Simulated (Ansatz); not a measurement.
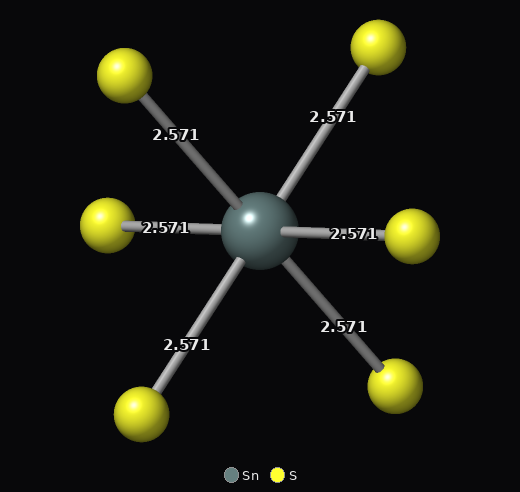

The surroundings of site Sn1 (at 0.000, 0.000, 0.000) in SnS₂ (P-3m1), with bond lengths in Å.

Source of the atomic positions: a calculation's input that goes back to an entry of the Crystallography Open Database (an earlier step may have relaxed or displaced it).

```
CELL_PARAMETERS angstrom
3.66076 0.00000 0.00000
-1.83038 3.17031 0.00000
0.00000 0.00000 5.96180
ATOMIC_POSITIONS crystal
Sn 0.00000 0.00000 0.00000
S 0.33333 0.66667 0.24559
S 0.66667 0.33333 0.75441
```

Bond valence s = exp((R0 − d)/b), R0 fitted to published crystal structures with b = 0.37 Å; R0 in Å: Sn4+–S 2.390.

> Calculate the bond-valence sum of Sn1 from the bonds drawn.

6 × 0.613 = 3.68 v.u., against a formal valence of 4: underbonded (bonds long for this ion) by 0.32.

> And over the whole structure?

```
site              x, y, z  formal valence  bond-valence sum  difference
 Sn1  0.000, 0.000, 0.000              +4              3.70       -0.30
  S1  0.333, 0.667, 0.246              −2              1.85       -0.15
```

These sums include all anions within 5 Å. The global instability index (root mean square of the differences over all atoms) is 0.21 v.u.: above 0.2, which by the usual rule of thumb marks a strained structure. The cell was not relaxed for this table, and a volume that is off by a few per cent shifts all sums together.
